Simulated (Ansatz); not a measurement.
Geometry relaxation, with input and output: Y (part 1 of 2)

- system: Y (P6₃/mmc, 2 atoms in the cell)
- method: DFT PBEsol, scalar-relativistic, plane waves, PAW, no spin polarisation (Ansatz 0.2.0)

The structure was built on a prototype by a generator; it need not be a known phase. Figures and captions count atoms from 1; the log counts them from 0 in places.

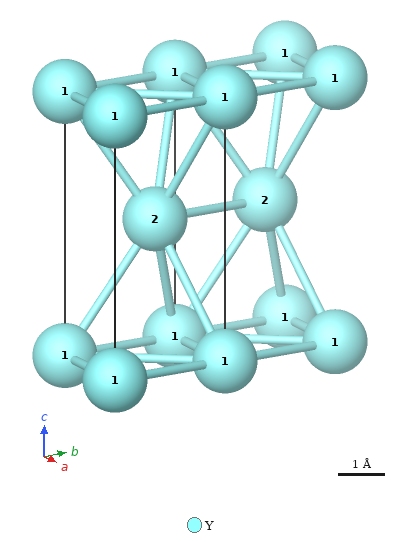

Figure 1. The input geometry (ball-and-stick view of the cell of the calculation, repeated 1 × 2 × 1, seen slightly off an axis; atoms are numbered from 1 in the order of the input). Near neighbours in the crystal (not all of them lie inside the picture): Y has 12 Y at 3.60 Å.

**Input file**
```yaml
crystal:
  lattice:
    - [3.60076, 0.0, 0.0]
    - [-1.80038, 3.11835, 0.0]
    - [0.0, 0.0, 5.880016]
  atoms:
    - { symbol: "Y", position: [0.0, 0.0, 0.0] }
    - { symbol: "Y", position: [0.33333333, 0.66666667, 0.5] }
basis:
  ecutwfc: 420
kpoints:
  mp_grid: { grid: [15, 15, 8] }
hamiltonian:
  xc: pbesol
scf:
  occupations: { method: gaussian, width: 0.1 }
output:
  forces: true
  stress: true
  eigenvalues: true
  write_density: true
  write_potential: true
  elf: true
  volumetric_format: npy
relax:
  adjacent_minimum: "off"
  f_tol: 0.005
  max_steps: 80
  cell: { stress_tol: 0.05 }
```

Launch command:
```bash
ansatz run input.yaml --threads 1 --pin off --max-ram 2560MiB --backend cpu --events-out ev --progress --plain --runs-dir out
```

**What the program printed**
```
Engine: ansatz 0.2.0, aarch64-unknown-linux-gnu
Pseudopotentials: kind: paw
Pseudopotential: Y, paw, valence charge 11, recommended cutoff 420 eV (normal), Y.paw.azcp
Functional definition: PBEsol
  exchange = pbesol_x
  correlation = pbesol_c
Crystal: 2 atoms, lattice volume = 66.023 Å³
Basis set: ecut = 420 eV, 1291 PW (Γ), exchange–correlation on 50×50×80 points (8 copies of the dense FFT grid, shifted against one another)
Bands: 15, of which v1, the nominal top of the filled ones, is band 11 counted from 1 (10 counted from 0)
Symmetry: 24 space group operations
Space group: P63/mmc (ITA 194), of the structure as read, at distance tolerance 4.0e-5 Å
k-points: 135 of 1800
Non-local potential: Y, projectors of the file, l = 0: 3, l = 1: 2, l = 2: 2, l = 3: 1
PAW form: soft (Blöchl's): semilocal exchange-correlation on the pseudo side does not see the compensation charge
PAW frozen core: Y, regenerated for the run's functional, and the local potential with it (the file was generated under x = pbe(κ = 0.804, μ = 0.2195149727645171), c = pbe(β = 0.06672455060314922))
PAW one-centre angular grid: Y, 590 points (default); XC on 64 Gauss nodes
Initial density: superposition of atomic densities (neutral atoms: chi_scale 0, normalization atom), corrected by the library's trained network
Initial wavefunctions: pseudopotential atomic-orbital guess
Functional: x = pbesol(κ = 0.804, μ = 0.12345679012345678), c = pbesol(β = 0.046)
SCF iter   1: F=—  HF=-7590.110949 eV  |F-HF|=—  |Δ(HF+E_count)|=         —  Δρ=2.17e-3  dr2=1.86e-3  ethr=1.77e-3  ⟨swp⟩=4.3  Hψ=8834  notcnv=0
preconditioner: auto → Kerker (q_TF=auto, 2.272 Å⁻¹)  [metal: Δε(μ)=0.004 eV  Ē_g=2.518 eV  σ=0.100 eV  W_gap=0.02  n_scr=10 (ndim 8)  ℏωp=11.2 eV  f_vac=0.000  D(μ)=4.43/eV (n_scr^D=36)]
SCF iter   2: F=—  HF=-7590.110818 eV  |F-HF|=—  |Δ(HF+E_count)|=   1.31e-4  Δρ=1.17e-3  dr2=5.30e-4  ethr=8.45e-6  ⟨swp⟩=2.1  Hψ=4338  notcnv=0
SCF iter   3: F=—  HF=-7590.110875 eV  |F-HF|=—  |Δ(HF+E_count)|=   5.66e-5  Δρ=2.16e-4  dr2=3.73e-5  ethr=2.41e-6  ⟨swp⟩=1.7  Hψ=2266  notcnv=0
SCF iter   4: F=—  HF=-7590.110863 eV  |F-HF|=—  |Δ(HF+E_count)|=   1.24e-5  Δρ=6.81e-5  dr2=3.00e-6  ethr=1.70e-7  ⟨swp⟩=2.5  Hψ=3041  notcnv=0
iter 5 did not close the SCF: its close was put off for the readings that it lacked (scf_convergence_deferred on its scf_iter line)
SCF iter   5: F=-7590.110862 eV  HF=-7590.110862 eV  |F-HF|=1.05e-8  |Δ(HF+E_count)|=   8.87e-7  Δρ=1.04e-5  dr2=5.00e-8  ethr=1.37e-8  ⟨swp⟩=2.0  Hψ=3482  notcnv=0
SCF iter   6: F=-7590.110862 eV  HF=-7590.110862 eV  |F-HF|=7.39e-10  |Δ(HF+E_count)|=   1.05e-9  Δρ=2.37e-6  dr2=2.56e-9  ethr=2.27e-10  ⟨swp⟩=5.1  Hψ=10976  notcnv=0
SCF 1 converged in 6 iterations: F = -7590.110862 eV  dr2 = 2.56e-9
  greatest PAW one-centre occupation: 0.993 electrons in one spin orbital (limit 2), on the Y atom at site 1 (counted from 0), in its partial waves of l = 0
relax step   1: F+E_penalty+E_count = -7590.11086170 eV  Δ(F+E_penalty+E_count) = +0.000e0 eV  max|allowed force component| = 4.279e-17 eV/Å  Δτ_max = 0.0000 Å  P = -2.095 GPa  Ω = 66.023 Å³  (6 SCF iters, dr2 threshold 1.00e-7 eV, accepted)
Crystal: 2 atoms, lattice volume = 62.535 Å³
Basis set: ecut = 420 eV, 1213 PW (Γ), exchange–correlation on 50×50×80 points (8 copies of the dense FFT grid, shifted against one another)
Initial density: handed on by an earlier stage of this run
Initial wavefunctions: those handed on with the density
iter 1 solved again at ethr=3.02e-6 eV; its pass at ethr=3.10e-3 eV (dr2=6.64e-4 eV) is discarded
SCF iter   1: F=—  HF=-7590.151842 eV  |F-HF|=—  |Δ(HF+E_count)|=         —  Δρ=1.23e-3  dr2=6.68e-4  ethr=3.02e-6  ⟨swp⟩=1.8  Hψ=15312  notcnv=0
preconditioner: auto → Kerker (q_TF=auto, 2.292 Å⁻¹)  [metal: Δε(μ)=0.003 eV  Ē_g=2.598 eV  σ=0.100 eV  W_gap=0.02  n_scr=10 (ndim 8)  ℏωp=11.5 eV  f_vac=0.000  D(μ)=3.72/eV (n_scr^D=34)]
SCF iter   2: F=—  HF=-7590.151804 eV  |F-HF|=—  |Δ(HF+E_count)|=   3.78e-5  Δρ=7.17e-4  dr2=2.44e-4  ethr=3.02e-6  ⟨swp⟩=1.0  Hψ=2025  notcnv=0
SCF iter   3: F=—  HF=-7590.151789 eV  |F-HF|=—  |Δ(HF+E_count)|=   1.51e-5  Δρ=6.36e-5  dr2=2.45e-6  ethr=1.11e-6  ⟨swp⟩=2.5  Hψ=3381  notcnv=0
SCF iter   4: F=—  HF=-7590.151788 eV  |F-HF|=—  |Δ(HF+E_count)|=   1.37e-6  Δρ=1.25e-5  dr2=8.86e-8  ethr=9.09e-10  ⟨swp⟩=9.2  Hψ=14649  notcnv=0
SCF iter   5: F=-7590.151788 eV  HF=-7590.151788 eV  |F-HF|=1.48e-10  |Δ(HF+E_count)|=   8.28e-9  Δρ=2.31e-6  dr2=3.25e-9  ethr=4.03e-10  ⟨swp⟩=5.1  Hψ=11043  notcnv=0
SCF 2 converged in 5 iterations: F = -7590.151788 eV  dr2 = 3.25e-9
relax step   2: F+E_penalty+E_count = -7590.15178770 eV  Δ(F+E_penalty+E_count) = -4.093e-2 eV  max|allowed force component| = 1.388e-17 eV/Å  Δτ_max = 0.0000 Å  P = +0.035 GPa  Ω = 62.535 Å³  energy of the carried Pulay correction = +6.640e-5 eV  (5 SCF iters, dr2 threshold 2.00e-7 eV, accepted)
Crystal: 2 atoms, lattice volume = 62.449 Å³
Basis set: ecut = 420 eV, 1207 PW (Γ), exchange–correlation on 50×50×80 points (8 copies of the dense FFT grid, shifted against one another)
iter 1 solved again at ethr=4.37e-7 eV; its pass at ethr=3.10e-3 eV (dr2=9.61e-5 eV) is discarded
SCF iter   1: F=—  HF=-7590.154164 eV  |F-HF|=—  |Δ(HF+E_count)|=         —  Δρ=4.58e-4  dr2=9.07e-5  ethr=4.37e-7  ⟨swp⟩=2.6  Hψ=15099  notcnv=0
preconditioner: auto → Kerker (q_TF=auto, 2.293 Å⁻¹)  [metal: Δε(μ)=0.020 eV  Ē_g=2.605 eV  σ=0.100 eV  W_gap=0.12  n_scr=10 (ndim 8)  ℏωp=11.5 eV  f_vac=0.000  D(μ)=3.47/eV (n_scr^D=34)]
SCF iter   2: F=—  HF=-7590.154162 eV  |F-HF|=—  |Δ(HF+E_count)|=   2.27e-6  Δρ=2.78e-4  dr2=3.55e-5  ethr=4.12e-7  ⟨swp⟩=1.0  Hψ=2025  notcnv=0
SCF iter   3: F=-7590.154160 eV  HF=-7590.154160 eV  |F-HF|=3.11e-8  |Δ(HF+E_count)|=   1.76e-6  Δρ=2.30e-5  dr2=1.78e-7  ethr=9.09e-10  ⟨swp⟩=7.2  Hψ=13760  notcnv=0
SCF 3 converged in 3 iterations: F = -7590.154160 eV  dr2 = 1.78e-7
relax step   3: F+E_penalty+E_count = -7590.15415993 eV  Δ(F+E_penalty+E_count) = -2.372e-3 eV  max|allowed force component| = 3.701e-17 eV/Å  Δτ_max = 0.0000 Å  P = +0.114 GPa  Ω = 62.449 Å³  energy of the carried Pulay correction = +6.787e-5 eV  (3 SCF iters, dr2 threshold 2.00e-7 eV, accepted)
Crystal: 2 atoms, lattice volume = 62.614 Å³
iter 1 solved again at ethr=9.31e-9 eV; its pass at ethr=3.10e-3 eV (dr2=2.05e-6 eV) is discarded
SCF iter   1: F=—  HF=-7590.154220 eV  |F-HF|=—  |Δ(HF+E_count)|=         —  Δρ=4.86e-5  dr2=9.90e-7  ethr=9.31e-9  ⟨swp⟩=3.5  Hψ=14483  notcnv=0
preconditioner: auto → Kerker (q_TF=auto, 2.292 Å⁻¹)  [metal: Δε(μ)=0.022 eV  Ē_g=2.601 eV  σ=0.100 eV  W_gap=0.13  n_scr=10 (ndim 8)  ℏωp=11.5 eV  f_vac=0.000  D(μ)=3.47/eV (n_scr^D=34)]
SCF iter   2: F=—  HF=-7590.154221 eV  |F-HF|=—  |Δ(HF+E_count)|=   1.04e-6  Δρ=2.80e-5  dr2=3.68e-7  ethr=4.50e-9  ⟨swp⟩=1.0  Hψ=2025  notcnv=0
SCF iter   3: F=-7590.154221 eV  HF=-7590.154221 eV  |F-HF|=2.18e-9  |Δ(HF+E_count)|=   3.73e-8  Δρ=3.73e-6  dr2=1.08e-8  ethr=1.87e-10  ⟨swp⟩=5.1  Hψ=11125  notcnv=0
SCF 4 converged in 3 iterations: F = -7590.154221 eV  dr2 = 1.08e-8
relax step   4: F+E_penalty+E_count = -7590.15422067 eV  Δ(F+E_penalty+E_count) = -6.074e-5 eV  max|allowed force component| = 4.395e-17 eV/Å  Δτ_max = 0.0000 Å  P = +0.002 GPa  Ω = 62.614 Å³  energy of the carried Pulay correction = +6.454e-5 eV  (3 SCF iters, dr2 threshold 4.12e-8 eV, accepted)
Initial wavefunctions: pseudopotential atomic-orbital guess (no wavefunctions were taken with the density)
iter 1 solved again at ethr=1.48e-7 eV; its pass at ethr=3.10e-3 eV (dr2=3.25e-5 eV) is discarded
SCF iter   1: F=—  HF=-7590.154146 eV  |F-HF|=—  |Δ(HF+E_count)|=         —  Δρ=1.42e-5  dr2=1.95e-8  ethr=1.48e-7  ⟨swp⟩=3.0  Hψ=15197  notcnv=0
preconditioner: auto → Kerker (q_TF=auto, 2.292 Å⁻¹)  [metal: Δε(μ)=0.023 eV  Ē_g=2.601 eV  σ=0.100 eV  W_gap=0.13  n_scr=10 (ndim 8)  ℏωp=11.5 eV  f_vac=0.000  D(μ)=3.47/eV (n_scr^D=34)]
SCF iter   2: F=—  HF=-7590.154147 eV  |F-HF|=—  |Δ(HF+E_count)|=   9.00e-7  Δρ=7.52e-6  dr2=7.26e-9  ethr=8.86e-11  ⟨swp⟩=2.0  Hψ=3474  notcnv=0
SCF iter   3: F=—  HF=-7590.154147 eV  |F-HF|=—  |Δ(HF+E_count)|=   2.53e-9  Δρ=7.62e-7  dr2=1.86e-10  ethr=3.30e-11  ⟨swp⟩=1.1  Hψ=2045  notcnv=0
SCF iter   4: F=-7590.154147 eV  HF=-7590.154147 eV  |F-HF|=3.64e-12  |Δ(HF+E_count)|=  1.55e-11  Δρ=1.57e-7  dr2=1.42e-11  ethr=1.00e-12  ⟨swp⟩=5.7  Hψ=8868  notcnv=0
SCF 5 converged in 4 iterations: F = -7590.154147 eV  dr2 = 1.42e-11
relax step   5: F+E_penalty+E_count = -7590.15414739 eV  Δ(F+E_penalty+E_count) = +7.327e-5 eV  max|allowed force component| = 4.163e-17 eV/Å  Δτ_max = 0.0000 Å  P = +0.003 GPa  Ω = 62.614 Å³  stress off target by 2.93e-3 GPa  SCF on the basis re-selected at this cell (its energy is not comparable with the rows above)  (4 SCF iters)
```

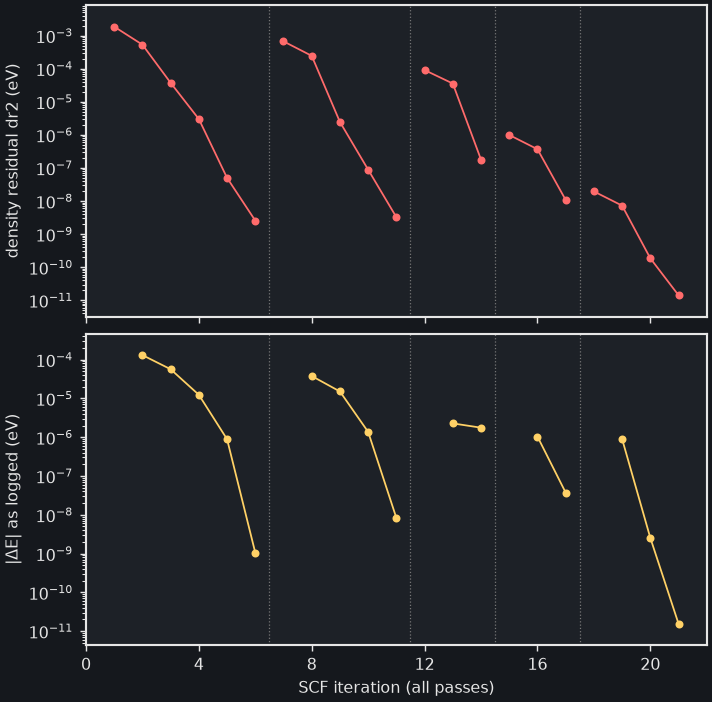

Figure 2. Convergence of the self-consistent field: density residual dr2 and size of the energy change against the SCF iteration. The dotted lines part the SCF passes of the relaxation: geometry steps, rejected trials and re-solves on a re-selected basis. The 5 passes take 3 to 6 iterations each, 21 in all.

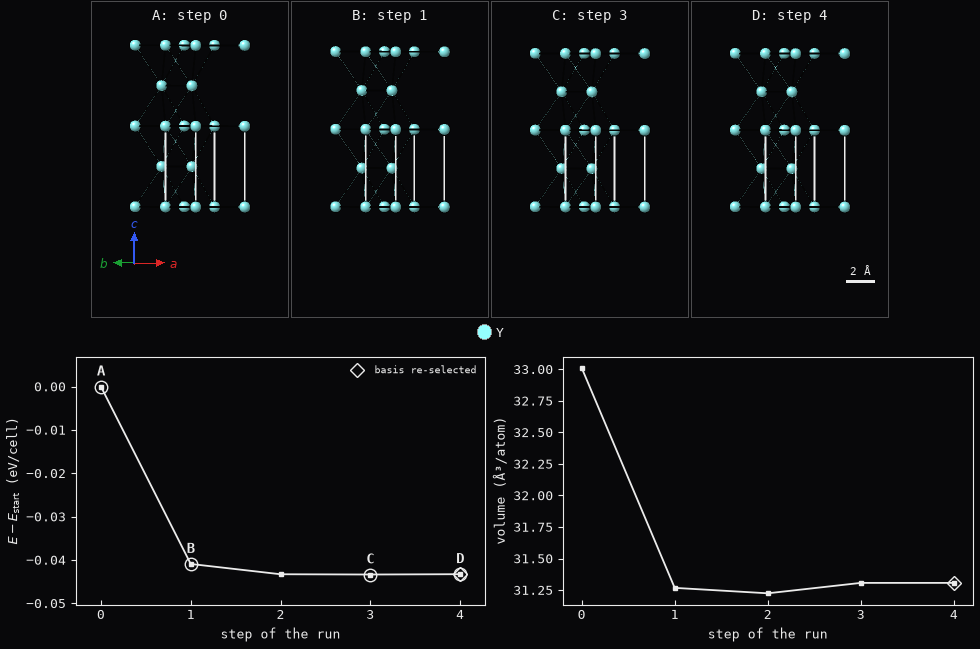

Figure 3. Frames of the relaxation (ball-and-stick view of the cell of the calculation, repeated 1 × 2 × 2, seen at an oblique angle) above the curves, on which the letters mark them (the first geometry is step 0 here and step 1 in the log).
